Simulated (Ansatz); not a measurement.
Single-point calculation of SrVO₃ (part 1 of 3)

System: SrVO₃ (Pm-3m, 5 atoms in the cell).
Method: DFT r2SCAN+U+J, scalar-relativistic, plane waves, PAW, U = 2 eV, J = 0.7 eV on V atom 2 d, spin-polarised (Ansatz 0.2.0).

The structure derives from an entry of the Crystallography Open Database. It belongs to a series of runs on one base structure; here: random orbitals: random, high filling. Figures and captions count atoms from 1; the log counts them from 0 in places.

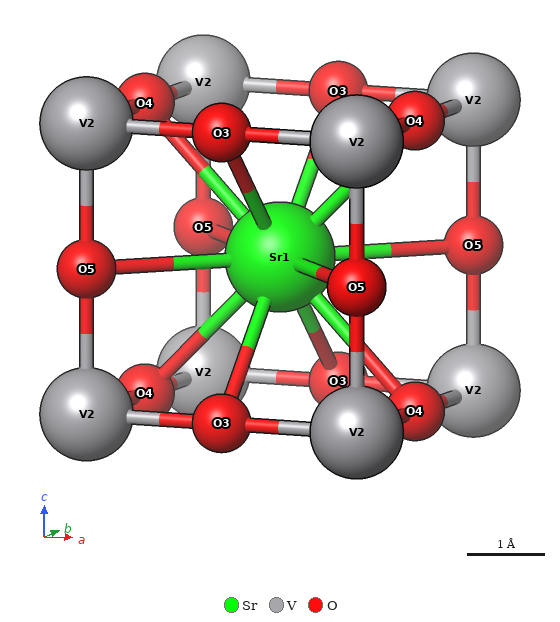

The structure as given in the input (ball-and-stick view of the cell of the calculation, seen slightly off an axis; atoms are numbered from 1 in the order of the input).

Summary:

| quantity | value |
| --- | --- |
| outcome | converged |
| space group (tolerance 0.01 Å) | Pm-3m (221) |
| electrons treated | 41 |
| free energy | −8184.0889 eV |
| Fermi energy | 11.816 eV |
| gap on the k-point mesh | none (metallic) |
| net moment of the cell | 1.00 μB |
| integrated absolute moment | 1.36 μB |
| pressure | 0.69 GPa |
| largest force (length of the vector) | under 0.001 eV/Å |
| hardware | 4 threads of Arm Neoverse V1, 24 GiB of memory available, shared host |
| wall time | 36 s (CPU time 2.3 min) |
| peak memory | 0.71 GiB |

The program warns: the typed occupations were not kept; the state was not tested for a lower one; the occupation matrices lower the symmetry.

The input:
```yaml
crystal:
  lattice:
    - [3.8408994, 0.0, 0.0]
    - [0.0, 3.8408994, 0.0]
    - [0.0, 0.0, 3.8408994]
  atoms:
    - { symbol: Sr, position: [0.5, 0.5, 0.5] }
    - { symbol: V, position: [0.0, 0.0, 0.0], spin: 1.0 }
    - { symbol: O, position: [0.5, 0.0, 0.0] }
    - { symbol: O, position: [0.0, 0.5, 0.0] }
    - { symbol: O, position: [0.0, 0.0, 0.5] }
basis:
  ecutwfc: 500
  ecutrho_ratio: 4
kpoints:
  mp_grid: { grid: [5, 5, 5] }
hamiltonian:
  xc: r2scan
  hubbard:
    sites:
      - { site: 1, l: d, u: 2.0, j: 0.7, starting_ns: [{ spin: up, occupation_matrix: s1up }, { spin: down, occupation_matrix: s1down }] }
    occupation_matrices:
      s1up:
        matrix:
          - [0.28691, -0.33238, 0.22662, -0.09065, -0.11079]
          - [-0.33238, 0.4339, -0.28221, 0.11288, 0.13797]
          - [0.22662, -0.28221, 0.21241, -0.07697, -0.09407]
          - [-0.09065, 0.11288, -0.07697, 0.05079, 0.03763]
          - [-0.11079, 0.13797, -0.09407, 0.03763, 0.06599]
      s1down:
        matrix:
          - [0.02, 0.0, 0.0, 0.0, 0.0]
          - [0.0, 0.02, 0.0, 0.0, 0.0]
          - [0.0, 0.0, 0.02, 0.0, 0.0]
          - [0.0, 0.0, 0.0, 0.02, 0.0]
          - [0.0, 0.0, 0.0, 0.0, 0.02]
    ns_hold: { iters: 5 }
scf:
  occupations: { method: gaussian, width: 0.05 }
  lower_state_search: "off"
  max_iter: 150
output:
  forces: true
  stress: true
  eigenvalues: true
  populations: true
  hubbard: { sites: [{ site: 1, l: d }] }
  write_density: true
  write_potential: true
  elf: true
  volumetric_format: npy
magnetization:
  spin_polarized: true
```

Run as:
```bash
ansatz run input.yaml --threads 4 --pin off --max-ram 6144MiB --backend cpu --events-out ev --progress --plain --runs-dir out
```

Log:
```
Warning: crystal.symmetry: narrowed to the stabiliser of the occupation matrices — unitary ops 48 → 2; lowered by the specified shell (site 1, l: d); largest admitted image defect 2.2e-16, smallest excluded 2.2e-1 — at a splitting's scale: the group the occupation matrices' own texture admits
Sr: projections on atomic orbitals take those of the free atom [Ar 3d10] 4s2 4p6 5s2, of charge +0.00 (hamiltonian.pseudopotentials.projection_atoms); the dataset's partial waves leave at most 2.8e-6 of an orbital's norm unspanned inside its sphere
V: projections on atomic orbitals take those of the free atom [Ne] 3s2 3p6 3d3 4s2, of charge +0.00 (hamiltonian.pseudopotentials.projection_atoms); the dataset's partial waves leave at most 5.8e-7 of an orbital's norm unspanned inside its sphere
O: projections on atomic orbitals take those of the free atom [He] 2s2 2p4, of charge +0.00 (hamiltonian.pseudopotentials.projection_atoms); the dataset's partial waves leave at most 1.9e-8 of an orbital's norm unspanned inside its sphere
Engine: ansatz 0.2.0, aarch64-unknown-linux-gnu
Pseudopotentials: kind: paw
Pseudopotential: Sr, paw, valence charge 10, recommended cutoff 500 eV (meta_gga), Sr.paw.azcp
Pseudopotential: V, paw, valence charge 13, recommended cutoff 500 eV (meta_gga), V.paw.azcp
Pseudopotential: O, paw, valence charge 6, recommended cutoff 500 eV (meta_gga), O.paw.azcp
Functional definition: r2SCAN
  parameter k0 = 0.174
  parameter k1 = 0.065
  parameter a1 = 4.9479
  exchange = r2scan_x(k0 = k0, k1 = k1, a1 = a1)
  correlation = r2scan_c
Crystal: 5 atoms, lattice volume = 56.663 Å³
Basis set: ecut = 500 eV, 1419 PW (Γ), exchange–correlation on 120×120×120 points (64 copies of the dense FFT grid, shifted against one another)
Bands: 26, of which v1, the nominal top of the filled ones, is band 21 counted from 1 (20 counted from 0)
Symmetry: 2 space group operations
k-points: 63 of 125
Non-local potential: Sr, projectors of the file, l = 0: 3, l = 1: 2, l = 2: 2
Non-local potential: V, projectors of the file, l = 0: 3, l = 1: 2, l = 2: 3, l = 3: 1
Non-local potential: O, projectors of the file, l = 0: 2, l = 1: 2, l = 2: 1
PAW form: soft (Blöchl's): semilocal exchange-correlation on the pseudo side does not see the compensation charge
PAW frozen core: Sr, regenerated for the run's functional (the file was generated under x = pbe(κ = 0.804, μ = 0.2195149727645171), c = pbe(β = 0.06672455060314922))
PAW frozen core: V, regenerated for the run's functional (the file was generated under x = pbe(κ = 0.804, μ = 0.2195149727645171), c = pbe(β = 0.06672455060314922))
PAW frozen core: O, regenerated for the run's functional (the file was generated under x = pbe(κ = 0.804, μ = 0.2195149727645171), c = pbe(β = 0.06672455060314922))
PAW one-centre angular grid: Sr, 302 points (default); XC on 160 Gauss nodes
PAW one-centre angular grid: V, 590 points (default); XC on 160 Gauss nodes
PAW one-centre angular grid: O, 302 points (default); XC on 160 Gauss nodes
Initial density: superposition of atomic densities (chi_scale 0.1, normalization cell, long waves kept (reshape's long-wave potential 0.00 eV rms))
Starting moments: Σ|m| = 1 μB on 1 of 5 sites
Initial wavefunctions: pseudopotential atomic-orbital guess
Functional: x = r2scan, c = r2scan; τ floored in thin density (d = 2e-4 eV/Å³)
```
